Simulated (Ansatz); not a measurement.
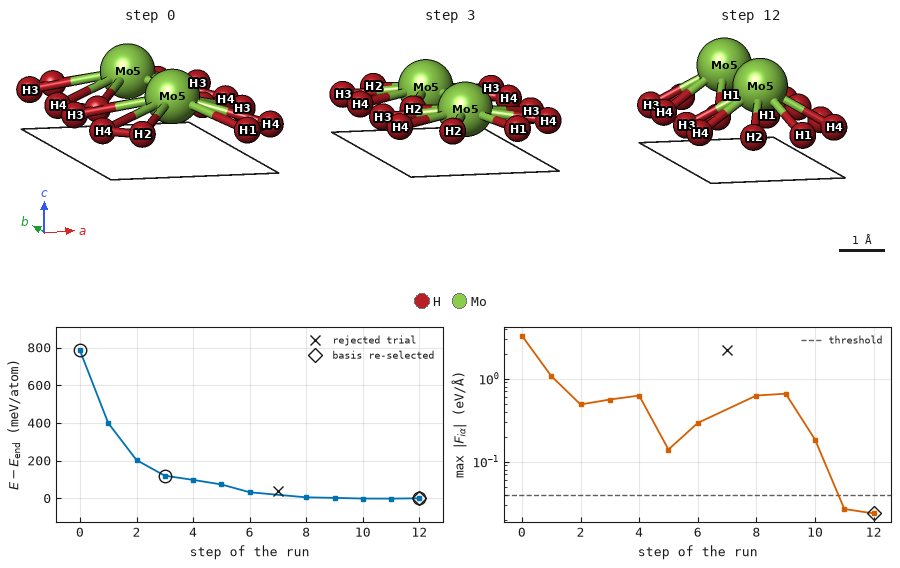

Frames of a relaxation of a free-standing layer of MoH4 (a generated structure, set up in P4mm) (coarse preliminary run), marked on the history of the run. The picture is a ball-and-stick view of the 1 × 2 repeat of the cell, outlined in the plane, without the vacuum, seen slightly off an axis.

Theory: DFT PBE, scalar-relativistic, plane waves, PAW in Ansatz 0.2.0.

Input
```yaml
crystal:
  lattice:
    - [3.878589, 0.0, 0.0]
    - [0.0, 3.878589, 0.0]
    - [0.0, 0.0, 15.0]
  atoms:
    - { symbol: H, position: [0.8130527, 0.0, 0.48264179] }
    - { symbol: H, position: [0.1869473, 0.0, 0.48264179] }
    - { symbol: H, position: [0.0, 0.8130527, 0.48264179] }
    - { symbol: H, position: [0.0, 0.1869473, 0.48264179] }
    - { symbol: Mo, position: [0.5, 0.5, 0.51735821] }
  periodic: [true, true, false]
basis:
  ecutwfc: 420
kpoints:
  mp_grid: { grid: [4, 4, 1] }
hamiltonian:
  xc: pbe
scf:
  occupations: { method: gaussian, width: 0.1 }
  lower_state_search: "off"
output:
  forces: true
  stress: true
  eigenvalues: true
relax:
  adjacent_minimum: "off"
  f_tol: 0.04
  max_steps: 70
  cell: { stress_2d_tol: 0.16 }
```

Launched with:
```bash
ansatz run input.yaml --threads 1 --pin off --max-ram 2048MiB --backend cpu --events-out ev --progress --plain --runs-dir out
```

Describe the path.

Answer. The largest moves relative to the cell and the layer's centre, 0.41 Å, are those of H1, H2, H3 and H4. H3 goes at 79° to the normal (−c side). By element the largest moves are H 0.41 Å, Mo 0.32 Å. In the plane the drawn cell goes a 3.879 → 3.105 Å (−19.9 %), b 7.757 → 6.211 Å (−19.9 %). Near-neighbour distances that change, for instance: H1–Mo5 2.347 → 1.892 Å, H1–H3 1.025 → 1.391 Å. After 10 accepted moves (12 points after the start) the energy has fallen by 784 meV per atom. The largest force component goes from 3.3 to 0.024 eV/Å. The line search rejected the trial step at point 7 of the run. The SCF was repeated once at an unchanged geometry on a basis and grid sized afresh for the cell, which shifted the energy by 1.9 meV per atom at most. The program noted that it reset the height of the cell. From step 0 to 3: H atoms move most (0.33 Å), energy −665 meV per atom. From step 3 to 12: Mo5 moves most (0.57 Å), energy −120 meV per atom.

Limits of the set-up: the k-point mesh is coarse for a cell with partly filled bands.
